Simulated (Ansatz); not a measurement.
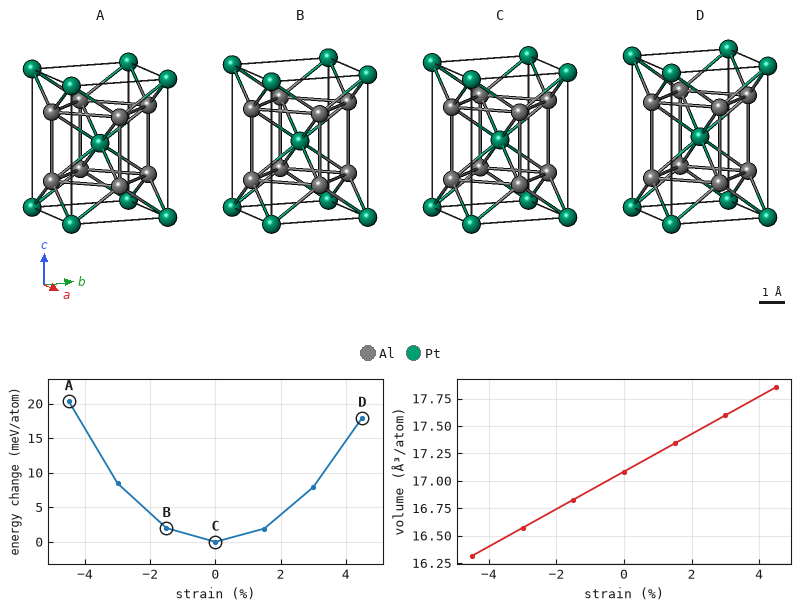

Members of a series of calculations on crystalline Al$_{2}$Pt (set up in Fm-3m), marked on the first curve. A ball-and-stick model of the cell of the calculation, seen slightly off an axis.

Method: DFT PBEsol, scalar-relativistic, plane waves, PAW in Ansatz. Set-up: plane-wave cutoff 420 eV; k-point mesh 8 × 8 × 6; occupations gaussian; smearing width 0.1 eV; no spin polarisation.

Describe the series.

Answer. Strain along c alone, the other axes held, atoms relaxed. A (strain −4.5 %): energy change 20.3 meV/atom, volume 16.32 Å³ per atom. B (strain −1.5 %): energy change 2.0 meV/atom, volume 16.83 Å³ per atom. C (strain 0.0 %): energy change 0.0 meV/atom, volume 17.08 Å³ per atom. D (strain 4.5 %): energy change 17.9 meV/atom, volume 17.85 Å³ per atom. The rest compares A with D. The volume changes by +9.4 %, with a = b unchanged at 4.169 Å, c 5.631 → 6.162 Å (+9.4 %). Some distances before and after: Al–Al 2.816 → 3.081 Å, Al–Pt 2.516 → 2.592 Å.
